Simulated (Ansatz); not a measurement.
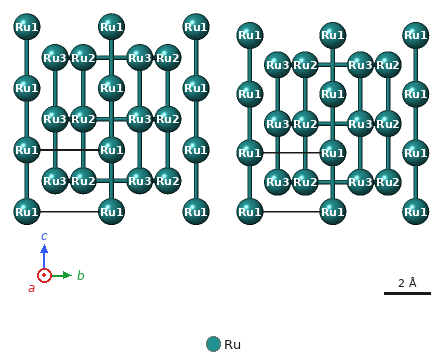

Two geometries of a crystal of Ru (a generated structure, set up in P6/mmm), drawn at one scale. One is the start of a relaxation, the other its converged end. A ball-and-stick model of the cell of the calculation, repeated 1 × 2 × 3 with one cell outlined, seen along the a axis.

Level of theory: DFT, BLYP, plane waves (420 eV) with PAW, scalar-relativistic in Ansatz. Set-up: plane-wave cutoff 420 eV; k-point mesh 9 × 9 × 12; occupations fermi dirac; smearing width 0.1 eV; no spin polarisation; cell and atoms relaxed; force threshold 0.01 eV/Å; at most 60 steps.

> Which of the two is the end point?

The left one is the relaxed one. Phase: omega (AlB2-type). The atoms keep their places relative to the cell (all moves are under 0.005 Å). The drawn cell changes as follows: a = b 4.247 → 4.332 Å (+2.0 %), c 2.603 → 2.733 Å (+5.0 %); the volume changes by +9.2 %. Among the contacts that change: Ru1–Ru1 2.603 → 2.733 Å, Ru1–Ru2 2.776 → 2.850 Å, Ru2–Ru3 2.452 → 2.501 Å. The space group stays P6/mmm (No. 191). The energy falls by 103 meV per atom in 5 accepted moves (7 points after the start). All forces vanish by symmetry, so only the cell relaxes. Pressure: 27.02 GPa at the start and 0.00 GPa at the end. The SCF was repeated twice at an unchanged geometry on a basis and grid sized afresh for the cell, which shifted the energy by 0.6 meV per atom at most.
